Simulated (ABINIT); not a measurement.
## Quasiparticle gap of CdTe (F-43m) in ABINIT

How does a plane-wave GW calculation on CdTe (F-43m) run from the first input to the gap?

Method: PBE and many-body steps on it, plane waves, in ABINIT 10.8.3.

**The experiments to reproduce.**

- Gap 1.32 ± 0.02 eV: direct optical gap from Tauc analysis, 2.5 h deposition; UV-vis diffuse reflectance; film (electrodeposited 2.5 h on FTO, nearly stoichiometric) (“Electrodeposition of CdTe Thin Films for Solar Energy Water Splitting”, 2020, pmc:7177234).

- Gap 1.592 eV: near-band-edge L1 bound-exciton energy extrapolated to 0 K (Varshni), slightly below the true gap; temperature-dependent photoluminescence; 0 K; bulk crystal (vertical Bridgman single crystal) (“Photoluminescence characteristics of Cd1-xMnxTe single crystals grown by the vertical Bridgman method”, 2012, pmc:3275455).

- Gap 1.48 ± 0.02 eV: direct optical gap from Tauc analysis, 1.5 h deposition; UV-vis diffuse reflectance; film (electrodeposited 1.5 h on FTO, Te-rich) (“Electrodeposition of CdTe Thin Films for Solar Energy Water Splitting”, 2020, pmc:7177234).

Most raw output is cut from this account.

### 1. The structure

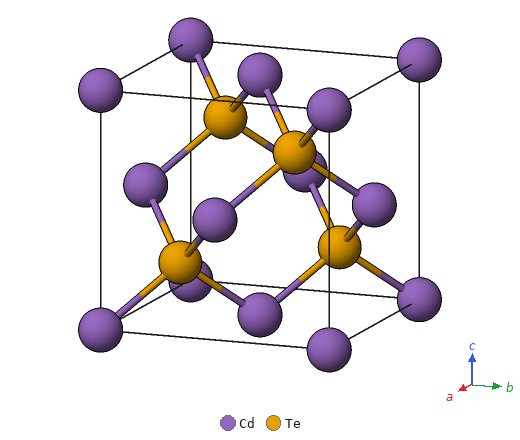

The cell as given, slightly off an axis (cadmium purple, tellurium orange). This picture shows the conventional cell, with its axes. Bonds to atoms that aren't drawn are left out. Some periodic images of atoms are drawn too.

As a file:

```cif
data_structure
_symmetry_space_group_name_H-M 'F-43m'
_symmetry_Int_Tables_number 216
_cell_length_a 6.4800
_cell_length_b 6.4800
_cell_length_c 6.4800
_cell_angle_alpha 90.000
_cell_angle_beta 90.000
_cell_angle_gamma 90.000
_cell_volume 272.10
loop_
_atom_site_label
_atom_site_type_symbol
_atom_site_symmetry_multiplicity
_atom_site_Wyckoff_symbol
_atom_site_fract_x
_atom_site_fract_y
_atom_site_fract_z
_atom_site_occupancy
Cd1 Cd 4 a 0.00000 0.00000 0.00000 1
Te1 Te 4 d 0.25000 0.25000 0.75000 1
```

The cell and positions come from the Crystallography Open Database and are kept as given unless a step says otherwise.

### 2. Ground state

This step: ABINIT 10.8.3; DFT, PBE with spin-orbit coupling, plane waves, norm-conserving pseudopotentials.

The ground-state density comes first.

Contents of run.abi:

```
acell 3*1.0 Angstrom
rprim 
  0.000000000000 3.240000000000 3.240000000000
  3.240000000000 0.000000000000 3.240000000000
  3.240000000000 3.240000000000 0.000000000000
ntypat 2
znucl 48 52
natom 2
typat 1 2
xred 
  0.000000000000 0.000000000000 0.000000000000
  0.250000000000 0.250000000000 0.250000000000
pp_dirpath "pseudos"
pseudos "Cd.upf, Te.upf"
ecut 47
nspinor 2
ngkpt 4 4 4
nshiftk 1
shiftk 0 0 0
kptopt 1
chksymbreak 0
nband 54
occopt 1
tolvrs 1e-10
nstep 60
prtwf 0
optforces 0
optstress 0
indata_prefix "in"
outdata_prefix "out"
tmpdata_prefix "tmp"
```

On the command line:

```sh
$ OMP_NUM_THREADS=1 mpirun -n 8 abinit run.abi > log
```

Wall time 94 s (8 MPI ranks of Arm Neoverse N1, shared host); peak memory 0.94 GiB.

Numbers from this step:

| Property | Result |
| --- | --- |
| total energy | -12416.2316 eV |
| gap | 0.4939 eV |
| k of the valence top | 0, 0, 0 |
| k of the conduction bottom | 0, 0, 0 |
| least direct gap | 0.4939 eV |

The gap is direct, at Γ.

### 3. Bands along the symmetry lines

Levels along a band path, at the cheap level, show where the edges lie and whether the meshes to come will hold them.

Contents of run.abi:

```
acell 3*1.0 Angstrom
rprim 
  0.000000000000 3.240000000000 3.240000000000
  3.240000000000 0.000000000000 3.240000000000
  3.240000000000 3.240000000000 0.000000000000
ntypat 2
znucl 48 52
natom 2
typat 1 2
xred 
  0.000000000000 0.000000000000 0.000000000000
  0.250000000000 0.250000000000 0.250000000000
pp_dirpath "pseudos"
pseudos "Cd.upf, Te.upf"
ecut 47
nspinor 2
iscf -2
irdden 1
kptopt 0
nkpt 26
kpt 
  0.00000000 0.00000000 0.00000000
  -0.12500000 -0.12500000 0.00000000
  -0.25000000 -0.25000000 0.00000000
  -0.37500000 -0.37500000 0.00000000
  -0.50000000 -0.50000000 0.00000000
  -0.46875000 -0.46875000 0.06250000
  -0.43750000 -0.43750000 0.12500000
  -0.40625000 -0.40625000 0.18750000
  -0.37500000 -0.37500000 0.25000000
  -0.37500000 0.00000000 0.37500000
  -0.28125000 0.00000000 0.28125000
  -0.18750000 0.00000000 0.18750000
  -0.09375000 0.00000000 0.09375000
  0.00000000 0.00000000 0.00000000
  0.00000000 0.00000000 0.12500000
  0.00000000 0.00000000 0.25000000
  0.00000000 0.00000000 0.37500000
  0.00000000 0.00000000 0.50000000
  -0.12500000 -0.06250000 0.43750000
  -0.25000000 -0.12500000 0.37500000
  -0.37500000 -0.18750000 0.31250000
  -0.50000000 -0.25000000 0.25000000
  -0.50000000 -0.31250000 0.18750000
  -0.50000000 -0.37500000 0.12500000
  -0.50000000 -0.43750000 0.06250000
  -0.50000000 -0.50000000 0.00000000
istwfk *1
nband 60
nbdbuf 6
tolwfr 1e-08
nstep 40
prtwf 0
prtvol 0
indata_prefix "in"
outdata_prefix "out"
tmpdata_prefix "tmp"
```

It took 2.7 min on 8 MPI ranks; peak memory 0.98 GiB; 21 min of CPU time.

This step gave:

```
gap                        : 0.4939 eV
k of the valence top       : 0, 0, 0
k of the conduction bottom : 0, 0, 0
least direct gap           : 0.4939 eV
```

The gap is 0.494 eV, as in the run before at this level.

Electronic bands along the path, in eV, zero at the top of the highest filled band:

```csv
point,band 41,band 42,band 43,band 44,band 45,band 46,band 47,band 48
Γ,0.00,0.00,0.00,0.00,0.49,0.49,4.09,4.09
X,-2.32,-2.32,-1.98,-1.98,2.33,2.33,2.40,2.40
U,-3.02,-2.72,-1.83,-1.79,2.59,2.63,4.14,4.33
jump to K,-3.02,-2.72,-1.83,-1.79,2.59,2.63,4.14,4.33
Γ,0.00,0.00,0.00,0.00,0.49,0.49,4.09,4.09
L,-1.33,-1.33,-0.80,-0.80,1.54,1.54,4.84,4.84
W,-2.90,-2.44,-2.44,-2.41,3.75,4.15,4.39,4.45
X,-2.32,-2.32,-1.98,-1.98,2.33,2.33,2.40,2.40
```

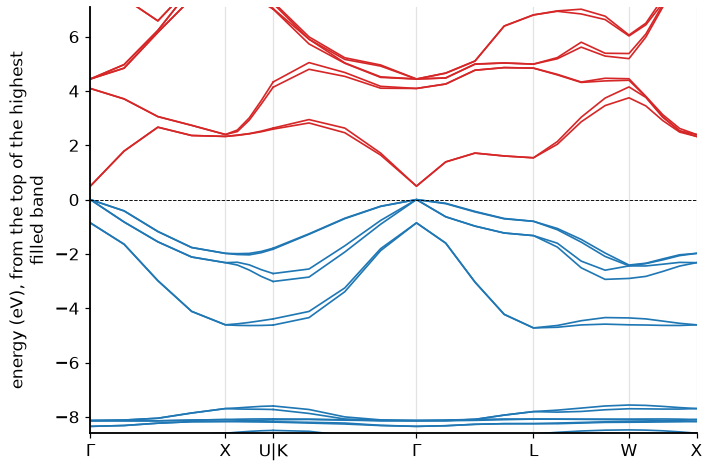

Electronic bands along the path; lines of filled and empty bands in two colours.

### 4. Empty states on the mesh, 4×4×4 mesh, 336 bands

The sums over transitions need many empty states on a uniform mesh; this step solves for them.

Contents of run.abi:

```
acell 3*1.0 Angstrom
rprim 
  0.000000000000 3.240000000000 3.240000000000
  3.240000000000 0.000000000000 3.240000000000
  3.240000000000 3.240000000000 0.000000000000
ntypat 2
znucl 48 52
natom 2
typat 1 2
xred 
  0.000000000000 0.000000000000 0.000000000000
  0.250000000000 0.250000000000 0.250000000000
pp_dirpath "pseudos"
pseudos "Cd.upf, Te.upf"
ecut 47
nspinor 2
ngkpt 4 4 4
nshiftk 1
shiftk 0 0 0
kptopt 1
chksymbreak 0
iscf -2
irdden 1
istwfk *1
nband 336
nbdbuf 30
tolwfr 1e-09
nstep 60
prtvol 0
indata_prefix "in"
outdata_prefix "out"
tmpdata_prefix "tmp"
```

Elapsed: 11 min, on 8 MPI ranks; peak memory 1.4 GiB.

Numbers from this step:

```
gap                                                           : 0.4939 eV
k of the valence top                                          : 0, 0, 0
k of the conduction bottom                                    : 0, 0, 0
least direct gap                                              : 0.4939 eV
k points computed                                             : 8
lowest point of the top converged band, above the valence top : 80.5052 eV
```

On this mesh the gap is 0.494 eV.

### 5. Screening, 4×4×4 mesh, 306 bands, screening to 149.7 eV

The RPA dielectric matrix is built and inverted for each q.

This step: RPA screening on PBE with spin-orbit coupling, plane waves, norm-conserving pseudopotentials.

run.abi, as its differences from that of step 4:

```diff
@@ -21,10 +21,11 @@
 chksymbreak 0
-iscf -2
-irdden 1
 istwfk *1
-nband 336
-nbdbuf 30
-tolwfr 1e-09
-nstep 60
-prtvol 0
+occopt 1
+irdwfk 1
+optdriver 3
+nband 306
+ecuteps 5.5
+inclvkb 0
+awtr 1
+symchi 1
 indata_prefix "in"
```

Run time: 22 min. Hardware: 8 MPI ranks; peak memory 8.8 GiB; 3 h of CPU time.

Numbers from this step:

```
ε∞ with local fields, on this mesh, along the program's q direction : 54.86
the same without local fields                                       : 56.68
plasma frequency                                                    : 29.86 eV
plane waves in the screening matrix                                 : 283
```

Local fields lower ε∞ by 3 %.

### 6. Self-energy, 4×4×4 mesh, 306 bands, screening to 149.7 eV

The self-energy is evaluated for the states that the input lists, and the levels follow from it, in one-shot runs by the linearised quasiparticle equation.

This step: G0W0 on PBE with spin-orbit coupling, plane waves, norm-conserving pseudopotentials.

run.abi, as its differences from that of step 5:

```diff
@@ -24,8 +24,15 @@
 irdwfk 1
-optdriver 3
+optdriver 4
 nband 306
+gwcalctyp 0
+ecutsigx 47
+symsigma 0
+nkptgw 1
+kptgw 
+  0.0000000000 0.0000000000 0.0000000000
+bdgw 
+  41 48
 ecuteps 5.5
-inclvkb 0
-awtr 1
-symchi 1
+irdscr 1
+ppmodel 1
 indata_prefix "in"
```

Wall time 6.1 min (8 MPI ranks); peak memory 5.3 GiB.

Numbers from this step:

- G0W0 gap on the points computed: 1.225 eV
- starting gap on the mesh: 0.4939 eV
- k of the valence top: 0, 0, 0
- k of the conduction bottom: 0, 0, 0
- Z at the valence top: 0.799
- Z at the conduction bottom: 0.811
- least direct G0W0 gap on the computed points: 1.225 eV

The gap on the mesh goes from 0.49 eV to 1.23 eV, a correction of +0.73 eV.

Limits: finite bands, cutoff and mesh; screening head approximate; coarse k mesh. v1 is the top filled band, c1 the lowest empty one. Levels before and after the correction, in eV, zero at the valence-band top of each column:

```csv
,conduction bottom,valence top
Kohn-Sham,0.49,0.00
G0W0,1.23,0.00
```

```csv
,level,energy (eV)
Kohn-Sham,Γ v4,0.000
Kohn-Sham,Γ v3-v2,0.000
Kohn-Sham,Γ v1,0.000
Kohn-Sham,Γ c1-c2,0.494
Kohn-Sham,Γ c3-c4,4.091
G0W0,Γ v4,-0.006
G0W0,Γ v3-v2,-0.001
G0W0,Γ v1,-0.010
G0W0,Γ c1-c2,1.225
G0W0,Γ c3-c4,4.740
```

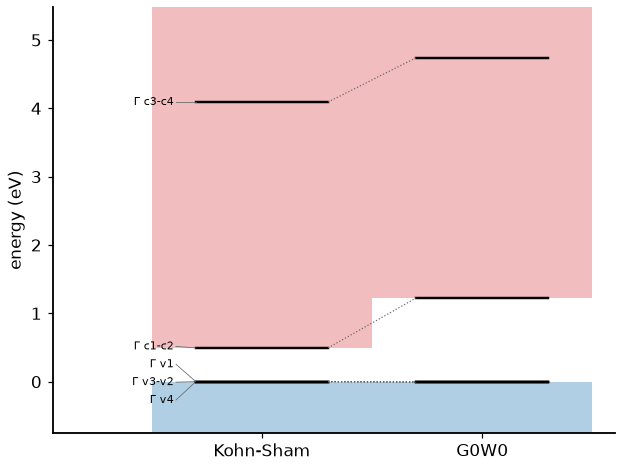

Levels before and after the correction. Shaded: valence and conduction bands.

### 7. Where the time went

Times are wall times on 8 MPI ranks of Arm Neoverse N1, shared host, good to a factor of about two.

```csv
step,time,share,memory (GiB)
ground state,94 s,4 %,0.94
bands along the symmetry lines,2.7 min,6 %,0.98
empty states on the mesh,11 min,25 %,1.4
screening,22 min,51 %,8.8
self-energy,6.1 min,14 %,5.3
```

### 8. What came out

```json
{
  "PBE gap": "0.49 eV, direct",
  "G0W0 gap on the mesh": "1.23 eV",
  "GW settings": "4×4×4 mesh, 306 bands, screening to 149.7 eV, Godby-Needs plasmon pole",
  "known limits": "not at the basis limit; mesh may overstate the screening; screening head approximate; coarse k mesh"
}
```

In words: G0W0 moves the gap on the mesh from 0.49 eV to 1.23 eV (+0.73 eV), with Z of 0.80 and 0.81 at the edges. Local fields lower the RPA ε∞ on this mesh from 56.68 to 54.86. Only 1 of the mesh's irreducible points was corrected, so a valley elsewhere could overtake. The dearest step here is «screening». Against experiment, by G0W0@PBE: the direct gap of 1.23 eV lies −0.09 eV from the measured 1.32 ± 0.02 eV (direct, 2020); the direct gap of 1.23 eV lies −0.37 eV from the measured 1.592 eV (exciton, 0 K, 2012); the direct gap of 1.23 eV lies −0.25 eV from the measured 1.48 ± 0.02 eV (direct, 2020). An exciton line or allowed optical edge lies below the quasiparticle gap by the binding energy; a forbidden edge can push the onset above it. The calculation has static nuclei and no excitons; a measured gap holds zero-point and thermal motion, which mostly lowers it. Bands and cutoff are finite, so the gap is not at the basis limit. The miss can reach some tenths of an eV and take either sign; the mesh is an error of its own. In the G0W0 run levels were corrected at 1 k point alone, so a gap called «on the mesh» is the least over those, and an edge elsewhere would be missed. The 4×4×4 mesh is coarse for this cell, which bears on the long-range parts of exchange and screening. The RPA ε∞ on this mesh reaches over 25; with a narrow direct gap a coarse mesh can overstate it, and the correction is then too small. The long-wavelength limit of the screening leaves out the non-local commutator, which shifts ε∞.

[Paths, hosts, dates, memory and timing lines, banners, echoed tables and standing remarks are left out of the program output.]

[Logs are printed without paths, hosts, clocks, repeated set-up lines and the standing remarks that a program may print on its own settings, such as how far it seeks lower states.]

[Runs of the session that timed out or met a known fault of the program may be left out.]

[Hosts, paths, dates, database ids (printed as entryN), source tags and the programs' standing remarks are cut or masked in the printed files.]

[G0W0 gaps are taken among the corrected bands and points alone; a level outside them can change the order at an edge.]

[Where Ansatz stands beside ABINIT at settings called matched, ABINIT's density can come from a denser mesh and the files from another edition; pairs whose starting gaps differed by over 0.03 eV were left out, so agreement reads better than it is.]
